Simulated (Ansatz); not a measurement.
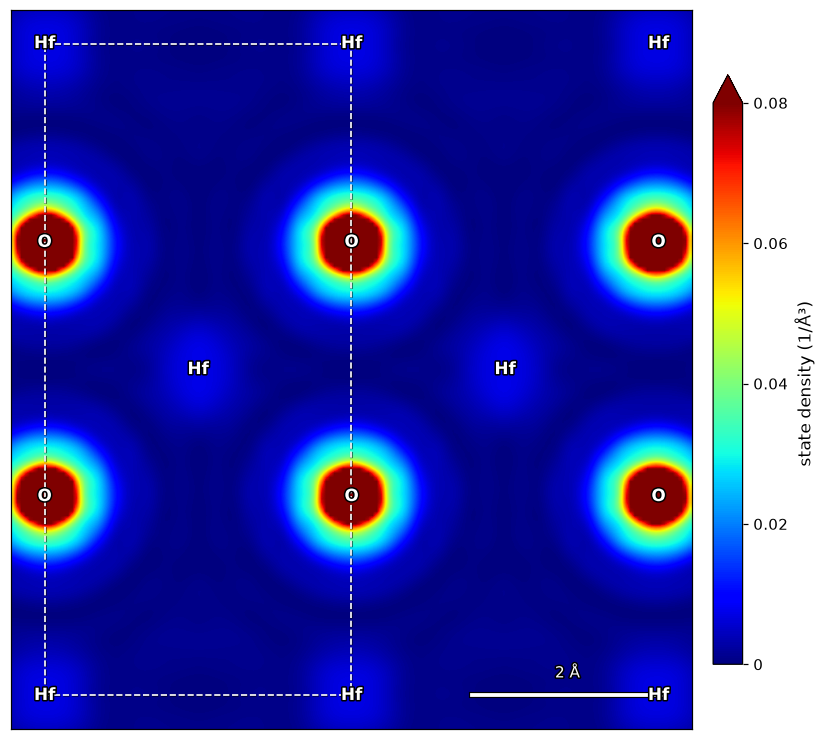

*HfO₂. Density of the Kohn–Sham states from −0.6 to 0.0 eV about the valence-band maximum (the top of the valence band), scaled to one electron a cell: a map on the (11̄0) plane of the conventional cell.*

Space group P4_2/mnm; the calculation finds a residual pressure of about 9 GPa at this fixed cell. This isn't the usual form at ambient conditions. The cell comes from a database of computed structures, not from a measurement.

Computed with DFT PBE, scalar-relativistic, plane waves, PAW in Ansatz.

Core electrons are frozen (PAW), so the fields are smoothed inside the atomic spheres.

Question: Which atoms and orbitals make up these states?

Answer: Projected on a minimal set of atomic orbitals (Löwdin), they are O 2p (over 95 %).
- In space (atomic cells sized by Bader volumes) the density divides as O over 95 % and Hf little.
- It nearly vanishes midway along the shortest Hf–O contact.
- It nearly vanishes midway along the shortest Hf–Hf contact.
- Little of the density lies between the atoms' surroundings.

Cost of the run: 6.1 s on 2 threads of Intel(R) Xeon(R) Platinum 8259CL CPU @ 2.50GHz (Skylake/Cascade Lake), on a shared host, peak memory 0.52 GiB.
